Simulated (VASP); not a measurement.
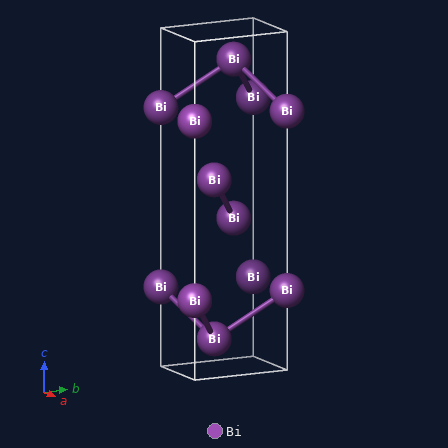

System: Bi, space group R-3m (No. 166). The picture shows the conventional cell.

Input of the run:
```
ALGO = Normal
EDIFF = 1E-6
ENCUT = 520
GGA = PS
ISIF = 2
ISMEAR = 0
LASPH = True
LCHARG = False
LREAL = False
LWAVE = False
NELM = 100
PREC = Accurate
SIGMA = 0.02
```

Run as:
```bash
cat potpaw_PBE.64/Bi_d/POTCAR > POTCAR
mpirun -np 1 vasp_std > vasp.out
```

Computed with VASP 6.6.1: plane-wave DFT, no spin polarisation; energies at scaled volumes of the given cell, shape and fractions fixed, counted from the fit's minimum, third-order Birch-Murnaghan fit. Level: PBEsol.

| setting | value |
| --- | --- |
| k mesh | 6×6×6 |
| occupations | Gaussian |
| smearing width | 0.02 eV |
| potentials | VASP PAW PBE potentials, recommended |
| wave cutoff | 520 eV |

Predict the energy and pressure against volume. The volume takes the values 33.29, 33.98, 34.67, 35.37, 36.06 Å³/atom.

A third-order Birch–Murnaghan fit gives V0 = 34.71 Å³/atom, B0 = 50.4 GPa and B′ = 4.5. The energy is 9.98 meV/atom at volume 33.29 Å³/atom and 7.66 meV/atom at 36.06 Å³/atom; the lowest computed point is at volume 34.67 Å³/atom (0.00 meV/atom), and no other minimum shows. The pressure falls from 2.26 GPa at volume 33.29 Å³/atom to −1.83 GPa at 36.06 Å³/atom, and changes sign near 34.65 Å³/atom.

| volume (Å³/atom) | energy (meV/atom) | pressure (GPa) |
| --- | --- | --- |
| 33.29 | 9.98 | 2.26 |
| 33.98 | 2.55 | 1.04 |
| 34.67 | 0.00 | −0.03 |
| 35.37 | 1.87 | −0.98 |
| 36.06 | 7.66 | −1.83 |

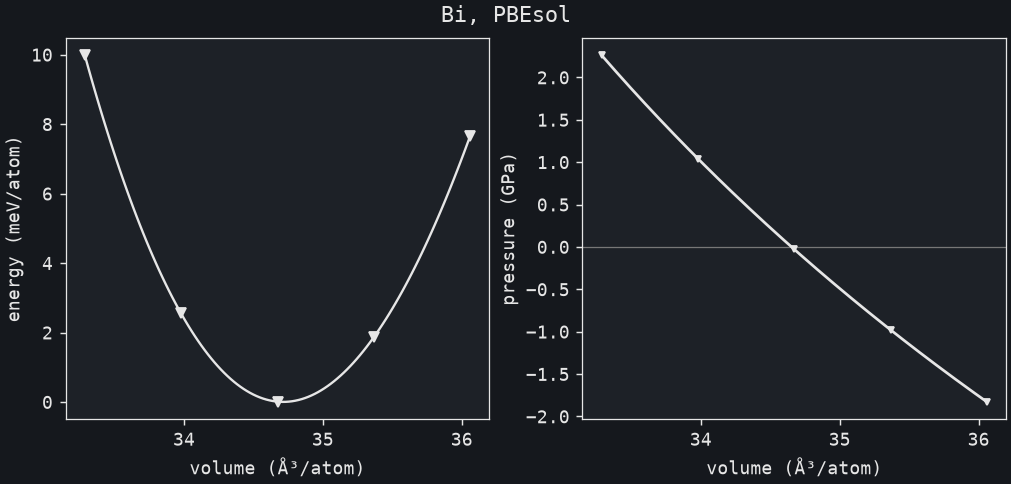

Caveats: spin-orbit coupling left out, heavy elements; shape and atomic fractions are frozen while scaling, which makes layered, chain and framework solids too stiff.
